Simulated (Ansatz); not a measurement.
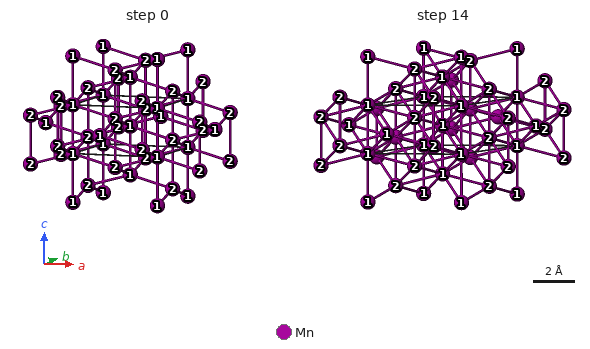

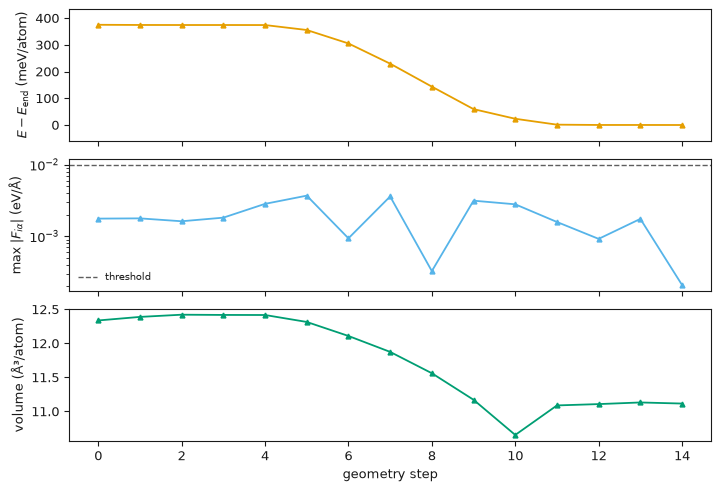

First and last geometry of a relaxation of crystalline Mn (a generated structure, set up in I4_1/amd), with the history of the run. Style: ball-and-stick. Shown: the conventional cell (2 times the calculation's cell), slightly off an axis. Lengths and directions refer to the drawn axes.

Phase: beta-Sn type.

The calculation used DFT, r2SCAN, plane waves (500 eV) with PAW, scalar-relativistic (Ansatz 0.2.0). (plane-wave cutoff 500 eV; k-point mesh 14 × 14 × 10; occupations fermi dirac; smearing width 0.05 eV; collinear spin; cell and atoms relaxed; force threshold 0.01 eV/Å; at most 60 steps)

Question: What do the curves and the structures tell?

Answer: The run was cut off at its time limit before the program reported convergence, but its last step already meets the force threshold: the largest component is 0.00021 eV/Å against 0.01 eV/Å. The pressure is within 0.01 GPa of its target. Over 14 geometry steps the energy falls by 375 meV per atom. Largest force component: 0.0018 eV/Å at the start, 0.00021 eV/Å at the end. Pressure: 1.13 GPa at the start and 0.00 GPa at the end. No atom moves by more than 0.005 Å relative to the cell. The drawn cell changes as follows: a = b 4.488 → 4.678 Å (+4.2 %), c 2.450 → 2.435 Å (−0.6 %), γ 90.0° → 56.5°; the volume changes by −9.9 %. Some distances before and after: Mn1–Mn1 3.402 → 2.528 Å, Mn1–Mn2 2.326 → 2.417 Å, Mn1–Mn1 (another image) 2.450 → 2.435 Å. New bonds form: Mn1–Mn1 (3.40 → 2.53 Å), Mn2–Mn2 (3.40 → 2.53 Å). Bond angles that change, for instance: Mn2–Mn1–Mn2 94.0° → 125.5°, Mn2–Mn1–Mn2 94.0° → 63.1°. The space group (tolerance 0.01 Å) goes from I4_1/amd (No. 141) to Fddd (No. 70).
